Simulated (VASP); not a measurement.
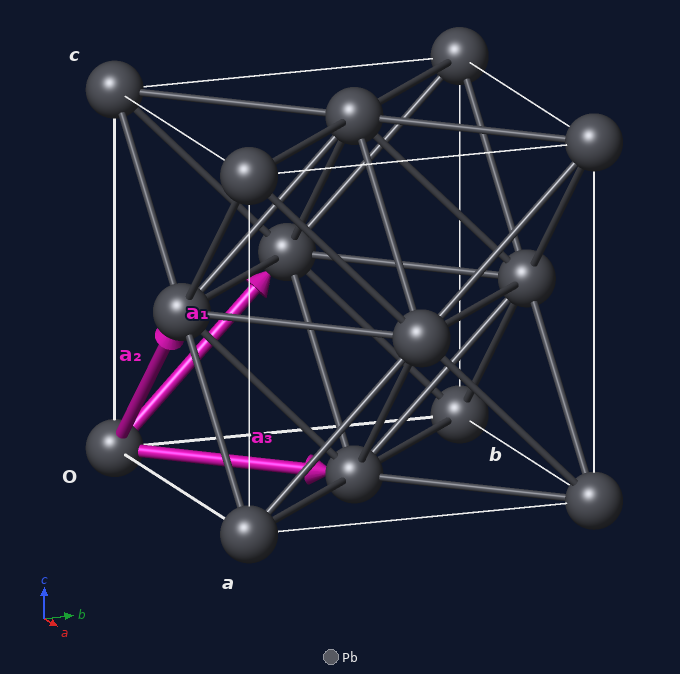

The conventional cell (thin) and a primitive cell (coloured, vectors a₁, a₂, a₃). Crystal: Pb, an entry of the Crystallography Open Database, as set up for an electronic-structure calculation. The drawing is computed from the coordinates (standard cell, symmetry found to 0.002 Å).

a = 4.950 Å, b = 4.950 Å, c = 4.950 Å, α = 90.00°, β = 90.00°, γ = 90.00°.

What is the centring, and how are the primitive vectors built?

F, face-centred cubic, with lattice points at (0, 0, 0), (1/2, 1/2, 0), (1/2, 0, 1/2), (0, 1/2, 1/2). a₁ = 1/2 b + 1/2 c; a₂ = 1/2 a + 1/2 c; a₃ = 1/2 a + 1/2 b.

Give the primitive cell's size and content.

Edges 3.500, 3.500, 3.500 Å; angles 60.00°, 60.00°, 60.00°; volume 30.32 Å³, 1/4 of the conventional cell; 1 of its 4 atoms.
